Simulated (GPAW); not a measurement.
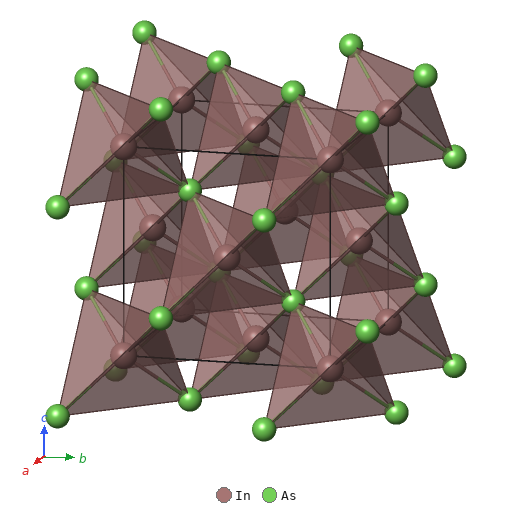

System: InAs, space group F-43m (No. 216). The picture shows the conventional cell.

Structure:
```cif
data_structure
_symmetry_space_group_name_H-M 'P 1'
_symmetry_Int_Tables_number 1
_cell_length_a 4.2681
_cell_length_b 4.2681
_cell_length_c 4.2681
_cell_angle_alpha 60.000
_cell_angle_beta 60.000
_cell_angle_gamma 60.000
_cell_volume 54.98
loop_
_atom_site_label
_atom_site_type_symbol
_atom_site_fract_x
_atom_site_fract_y
_atom_site_fract_z
_atom_site_occupancy
In1 In 0.00000 0.00000 0.00000 1
As1 As 0.75000 0.75000 0.75000 1
```

How it was computed, with GPAW 26.7.0: PAW DFT in plane waves, on a grid or in atomic orbitals, no spin polarisation; energies at scaled volumes of the given cell, shape and fractions fixed, counted from the fit's minimum, third-order Birch-Murnaghan fit. Level: PBEsol.

- k mesh: 8×8×8
- occupations: Fermi–Dirac
- smearing width: 0.05 eV
- potentials: PAW data sets made by gpaw setup for the functional
- wave cutoff: 600 eV
- program settings: basis pw

Predict the energy against volume. The volume takes the values 25.84, 26.39, 26.94, 27.49, 28.04, 28.59, 29.14 Å³/atom.

A third-order Birch–Murnaghan fit gives V0 = 28.12 Å³/atom, B0 = 56.4 GPa and B′ = 4.7. The energy is 38.07 meV/atom at volume 25.84 Å³/atom and 6.12 meV/atom at 29.14 Å³/atom; the lowest computed point is at volume 28.04 Å³/atom (0.04 meV/atom), in a single well.

```tsv
volume (Å³/atom)	energy (meV/atom)
25.84	38.07
26.39	21.05
26.94	9.39
27.49	2.57
28.04	0.04
28.59	1.36
29.14	6.12
```

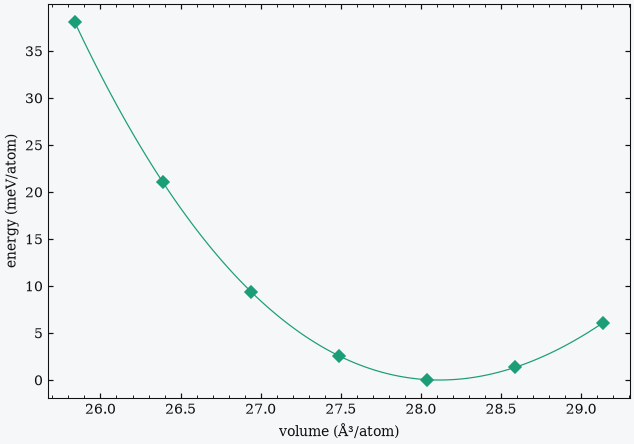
